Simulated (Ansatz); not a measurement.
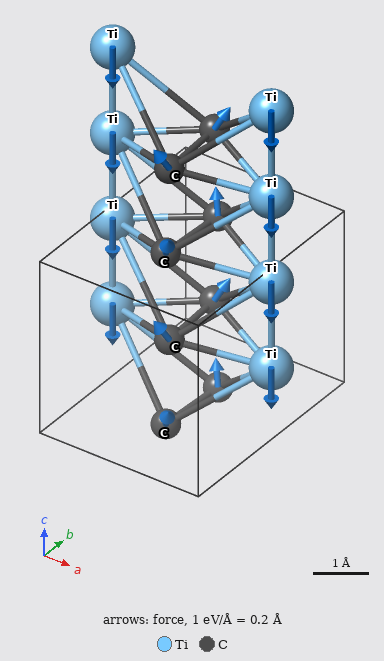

Starting geometry of a crystal of TiC$_{2}$ (built on the random type) (coarse preliminary run) with the computed forces as blue arrows. Style: ball-and-stick. Shown: the cell of the calculation, repeated 1 × 1 × 2 with one cell outlined, from a free direction.

Case: random cell with space group Pcc2 (No. 27).

Level of theory: DFT PBE, scalar-relativistic, plane waves, PAW (Ansatz 0.2.0). (plane-wave cutoff 420 eV; k-point mesh 6 × 4 × 4; occupations gaussian; smearing width 0.1 eV; no spin polarisation; cell and atoms relaxed; force threshold 0.04 eV/Å; at most 70 steps)

### What follows when this structure is relaxed?

It isn't relaxed: the largest force vector, on Ti atoms, is 4.62 eV/Å. The final displacements follow the starting forces only in part (cosine between the two patterns 0.78). The largest moves relative to the cell, 0.62 Å, are those of Ti atoms. By element the largest moves are Ti 0.62 Å, C 0.39 Å. The drawn cell changes as follows: a 3.578 → 2.986 Å (−16.6 %), b 4.596 → 5.470 Å (+19.0 %), c 3.792 → 5.922 Å (+56.2 %); the volume changes by +55.1 %. Near-neighbour distances that change, for instance: Ti–Ti 1.896 → 2.961 Å, C–C 1.898 → 2.961 Å, Ti–Ti 3.578 → 2.986 Å, C–Ti 2.516 → 2.210 Å. Among the angles between lasting bonds that change: Ti–C–Ti 129.6° → 85.0°, Ti–C–Ti 130.2° → 144.1°, Ti–C–C 64.7° → 72.0°. The space group (tolerance 0.01 Å) goes from Pcc2 (No. 27) to Pmmm (No. 47). After 18 accepted moves (21 points after the start) the energy has fallen by 10.987 eV per cell of the calculation. The largest force component goes from 4.6 to 0.02 eV/Å. Pressure: 59.28 GPa at the start and 0.10 GPa at the end. At 3 points the geometry stayed and the basis and grid were re-selected for the new cell (energy shift of 0.969 eV per cell of the calculation at most each time).

Limits of the set-up: the k-point mesh is coarse for a cell with partly filled bands.
